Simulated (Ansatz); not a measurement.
# In$_{2}$O$_{3}$: single-point calculation (part 1 of 2)

- system: In$_{2}$O$_{3}$ (Ia-3, 40 atoms in the cell)
- method: DFT PBE, scalar-relativistic, plane waves, PAW, no spin polarisation (Ansatz 0.2.0)

The structure derives from an entry of the Crystallography Open Database.

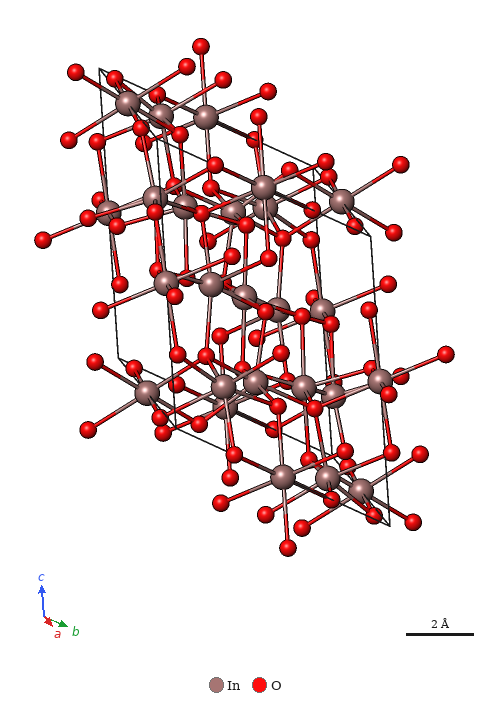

Fig. 1: The input geometry (ball-and-stick view of the cell of the calculation, seen slightly off an axis; bonded neighbours outside the cell are drawn too). Near neighbours in the crystal (not all of them lie inside the picture): In has 6 O at 2.15 to 2.19 Å; O has 4 In at 2.15 to 2.19 Å.

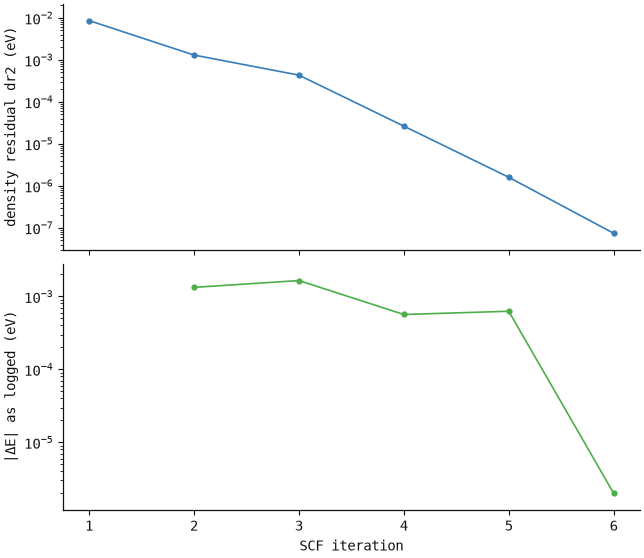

Fig. 2: Convergence of the self-consistent field: density residual dr2 and size of the energy change against the SCF iteration. The residual falls at every step.

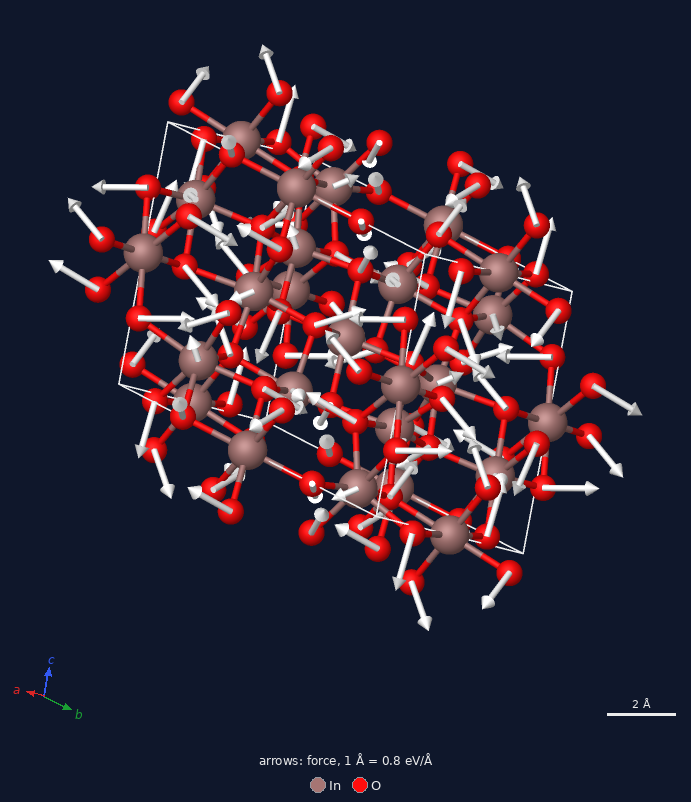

Fig. 3: Forces on the atoms as white arrows (ball-and-stick view of the cell of the calculation, seen at an oblique angle; bonded neighbours outside the cell are drawn too). The largest act on all 24 O atoms (1.43 eV/Å); In1, In2, In3, In4, In5, In6 and 6 more (0.71 eV/Å). Atoms are counted from 1 in the order of the input and aren't labelled in the picture. The geometry is not a stationary point of this energy.

The input that produced these results follows, with the program's output.

Input file:
```yaml
crystal:
  lattice:
    - [-5.07, 5.07, 5.07]
    - [5.07, -5.07, 5.07]
    - [5.07, 5.07, -5.07]
  atoms:
    - { symbol: In, position: [0.25, 0.22, 0.97] }
    - { symbol: In, position: [0.75, 0.28, 0.53] }
    - { symbol: In, position: [0.97, 0.25, 0.22] }
    - { symbol: In, position: [0.53, 0.75, 0.28] }
    - { symbol: In, position: [0.22, 0.97, 0.25] }
    - { symbol: In, position: [0.28, 0.53, 0.75] }
    - { symbol: In, position: [0.75, 0.78, 0.03] }
    - { symbol: In, position: [0.25, 0.72, 0.47] }
    - { symbol: In, position: [0.03, 0.75, 0.78] }
    - { symbol: In, position: [0.47, 0.25, 0.72] }
    - { symbol: In, position: [0.78, 0.03, 0.75] }
    - { symbol: In, position: [0.72, 0.47, 0.25] }
    - { symbol: In, position: [0.5, 0.5, 0.5] }
    - { symbol: In, position: [0.5, 0.0, 0.0] }
    - { symbol: In, position: [0.0, 0.5, 0.0] }
    - { symbol: In, position: [0.0, 0.0, 0.5] }
    - { symbol: O, position: [0.525, 0.765, 0.53] }
    - { symbol: O, position: [0.735, 0.995, 0.97] }
    - { symbol: O, position: [0.975, 0.505, 0.24] }
    - { symbol: O, position: [0.765, 0.735, 0.26] }
    - { symbol: O, position: [0.53, 0.525, 0.765] }
    - { symbol: O, position: [0.97, 0.735, 0.995] }
    - { symbol: O, position: [0.24, 0.975, 0.505] }
    - { symbol: O, position: [0.26, 0.765, 0.735] }
    - { symbol: O, position: [0.765, 0.53, 0.525] }
    - { symbol: O, position: [0.995, 0.97, 0.735] }
    - { symbol: O, position: [0.505, 0.24, 0.975] }
    - { symbol: O, position: [0.735, 0.26, 0.765] }
    - { symbol: O, position: [0.475, 0.235, 0.47] }
    - { symbol: O, position: [0.265, 0.005, 0.03] }
    - { symbol: O, position: [0.025, 0.495, 0.76] }
    - { symbol: O, position: [0.235, 0.265, 0.74] }
    - { symbol: O, position: [0.47, 0.475, 0.235] }
    - { symbol: O, position: [0.03, 0.265, 0.005] }
    - { symbol: O, position: [0.76, 0.025, 0.495] }
    - { symbol: O, position: [0.74, 0.235, 0.265] }
    - { symbol: O, position: [0.235, 0.47, 0.475] }
    - { symbol: O, position: [0.005, 0.03, 0.265] }
    - { symbol: O, position: [0.495, 0.76, 0.025] }
    - { symbol: O, position: [0.265, 0.74, 0.235] }
basis:
  ecutwfc: 420
kpoints:
  mp_grid: { grid: [4, 4, 4] }
hamiltonian:
  xc: pbe
scf:
  occupations: { method: gaussian, width: 0.1 }
output:
  forces: true
  stress: true
  eigenvalues: true
```

Launch command:
```bash
ansatz run input.yaml --threads 8 --pin off --max-ram 22528MiB --backend cpu --events-out ev --progress --plain --runs-dir out
```

Log:
```
Engine: ansatz 0.2.0, x86_64-unknown-linux-gnu
Pseudopotentials: kind: paw
Pseudopotential: In, paw, valence charge 13, recommended cutoff 420 eV (normal), In.paw.azcp
Pseudopotential: O, paw, valence charge 6, recommended cutoff 420 eV (normal), O.paw.azcp
Functional definition: PBE
  parameter kappa = 0.804
  parameter beta = 0.06672455060314922
  exchange = pbe_x(kappa = kappa, mu = beta*pi^2/3)
  correlation = pbe_c(beta = beta)
Crystal: 40 atoms, lattice volume = 521.295 Å³
Basis set: ecut = 420 eV, 10149 PW (Γ), exchange–correlation on 120×120×120 points (8 copies of the dense FFT grid, shifted against one another)
Bands: 216, of which v1, the nominal top of the filled ones, is band 176 counted from 1 (175 counted from 0)
Symmetry: 24 space group operations
Space group: Ia-3 (ITA 206), of the structure as read, at distance tolerance 8.0e-5 Å
k-points: 8 of 64
Non-local potential: In, projectors of the file, l = 0: 2, l = 1: 2, l = 2: 2, l = 3: 2
Non-local potential: O, projectors of the file, l = 0: 2, l = 1: 2, l = 2: 1
PAW form: soft (Blöchl's): semilocal exchange-correlation on the pseudo side does not see the compensation charge
PAW one-centre angular grid: In, 590 points (default); XC on 64 Gauss nodes
PAW one-centre angular grid: O, 110 points (default); XC on 64 Gauss nodes
Initial density: superposition of atomic densities (neutral atoms: chi_scale 0, normalization atom), corrected by the library's trained network
Initial wavefunctions: pseudopotential atomic-orbital guess
Functional: x = pbe(κ = 0.804, μ = 0.2195149727645171), c = pbe(β = 0.06672455060314922)
SCF iter   1: F=—  HF=-103184.666874 eV  |F-HF|=—  |Δ(HF+E_count)|=         —  Δρ=1.66e-3  dr2=8.63e-3  ethr=1.77e-3  ⟨swp⟩=5.2  Hψ=6274  notcnv=0  defer=123
preconditioner: auto → Resta (q_TF=auto, 2.555 Å⁻¹)  ε∞=4.6  [insulator: Δε(μ)=1.036 eV  Ē_g=16.064 eV  σ=0.100 eV  W_gap=1.00  n_scr=140 (ndim 8)  ℏωp=30.5 eV  f_vac=0.059  D(μ)=0.00/eV (n_scr^D=0)  ε∞_Penn≈4.6]
SCF iter   2: F=—  HF=-103184.668201 eV  |F-HF|=—  |Δ(HF+E_count)|=   1.33e-3  Δρ=7.79e-4  dr2=1.30e-3  ethr=2.45e-6  ⟨swp⟩=2.0  Hψ=3400  notcnv=0  defer=138
SCF iter   3: F=—  HF=-103184.669854 eV  |F-HF|=—  |Δ(HF+E_count)|=   1.65e-3  Δρ=3.61e-4  dr2=4.33e-4  ethr=3.69e-7  ⟨swp⟩=2.1  Hψ=1980  notcnv=0  defer=59
automatic band count: iteration 3 solves 204 bands in place of 216: the levels show a gap, and the empty bands left out lie too high to hold charge; the band table lists the bands solved (type scf.n_extra_bands for more)
SCF iter   4: F=—  HF=-103184.670420 eV  |F-HF|=—  |Δ(HF+E_count)|=   5.65e-4  Δρ=6.09e-5  dr2=2.64e-5  ethr=1.23e-7  ⟨swp⟩=2.0  Hψ=2839  notcnv=0  defer=59
SCF iter   5: F=—  HF=-103184.671046 eV  |F-HF|=—  |Δ(HF+E_count)|=   6.26e-4  Δρ=1.54e-5  dr2=1.60e-6  ethr=7.49e-9  ⟨swp⟩=2.0  Hψ=2837  notcnv=0  defer=59
SCF iter   6: F=-103184.671048 eV  HF=-103184.671048 eV  |F-HF|=6.34e-8  |Δ(HF+E_count)|=   2.00e-6  Δρ=3.74e-6  dr2=7.40e-8  ethr=2.84e-11  ⟨swp⟩=9.0  Hψ=7687  notcnv=0
SCF 1 converged in 6 iterations: F = -103184.671048 eV  dr2 = 7.40e-8
  greatest PAW one-centre occupation: 0.990 electrons in one spin orbital (limit 2), on the In atom at site 12 (counted from 0), in its partial waves of l = 2
SCF converged after 6 iterations
Free energy (F): -103184.671048 eV
Harris-Foulkes:  -103184.671048 eV  (|F-HF|=6.34e-8)
Internal energy: -103184.671048 eV  (E = F + TS)
E sigma→0 (E₀):  -103184.671048 eV
Fermi energy:    9.350314 eV
--- Per-component energies (eV) ---
  E_band       = 36.915886
  E_kinetic    = 8156.001446
  E_local      = -24785.706253  (includes V_loc(G=0)·N_el)
  E_nonlocal   = 7100.123917
  E_hartree    = 9629.603563
  E_xc         = -5197.352387
  E_vxc        = -3832.197871  (∫ρ·V_xc dr)
  E_paw        = -70373.260878  (= ΣΔE_a)
  E_vpaw       = -5860.566452  (= ΣTr[D̂ρ^β])
  E_aug_tail   = 0.058245  (compensation charges beyond the density's cutoff)
  E_ewald      = -27714.138702
  E_smearing   = -0.000000  (= −TS)
  E_closure    = 0.000000  (closes the sum)
  Σ components = -103184.671048   (vs F -103184.671048, Δ=0.00e0)
--- Forces (eV/Å), atoms counted from 1 ---
  atom   1  In     0.70607217     0.00000000    -0.00000000
  atom   2  In    -0.70607217    -0.00000000     0.00000000
  atom   3  In     0.00000000     0.70607217    -0.00000000
  atom   4  In    -0.00000000    -0.70607217    -0.00000000
  atom   5  In     0.00000000     0.00000000     0.70607217
  atom   6  In     0.00000000     0.00000000    -0.70607217
  atom   7  In    -0.70607217    -0.00000000     0.00000000
  atom   8  In     0.70607217    -0.00000000     0.00000000
  atom   9  In    -0.00000000    -0.70607217     0.00000000
  atom  10  In     0.00000000     0.70607217     0.00000000
  atom  11  In     0.00000000     0.00000000    -0.70607217
  atom  12  In     0.00000000    -0.00000000     0.70607217
  atom  13  In    -0.00000000    -0.00000000    -0.00000000
  atom  14  In     0.00000000    -0.00000000     0.00000000
  atom  15  In     0.00000000     0.00000000    -0.00000000
  atom  16  In     0.00000000     0.00000000     0.00000000
  atom  17  O      0.87617771     1.11135383     0.22478219
  atom  18  O     -0.87617771    -1.11135383     0.22478219
  atom  19  O      0.87617771    -1.11135383    -0.22478219
  atom  20  O     -0.87617771     1.11135383    -0.22478219
  atom  21  O      0.22478219     0.87617771     1.11135383
  atom  22  O      0.22478219    -0.87617771    -1.11135383
  atom  23  O     -0.22478219     0.87617771    -1.11135383
  atom  24  O     -0.22478219    -0.87617771     1.11135383
  atom  25  O      1.11135383     0.22478219     0.87617771
  atom  26  O     -1.11135383     0.22478219    -0.87617771
  atom  27  O     -1.11135383    -0.22478219     0.87617771
  atom  28  O      1.11135383    -0.22478219    -0.87617771
  atom  29  O     -0.87617771    -1.11135383    -0.22478219
  atom  30  O      0.87617771     1.11135383    -0.22478219
  atom  31  O     -0.87617771     1.11135383     0.22478219
  atom  32  O      0.87617771    -1.11135383     0.22478219
  atom  33  O     -0.22478219    -0.87617771    -1.11135383
  atom  34  O     -0.22478219     0.87617771     1.11135383
  atom  35  O      0.22478219    -0.87617771     1.11135383
  atom  36  O      0.22478219     0.87617771    -1.11135383
  atom  37  O     -1.11135383    -0.22478219    -0.87617771
  atom  38  O      1.11135383    -0.22478219     0.87617771
  atom  39  O      1.11135383     0.22478219    -0.87617771
  atom  40  O     -1.11135383     0.22478219     0.87617771
  max |Σ_I F_I| component: 1.33e-15 eV/Å
--- Stress (GPa, compression-positive) ---
        9.543057      -0.000000      -0.000000
       -0.000000       9.543057       0.000000
       -0.000000      -0.000000       9.543057
  P = ⅓ Tr σ = 9.5431 GPa (95.431 kbar)
--- Band table (eV; the first three rows and the last of 8) ---
```
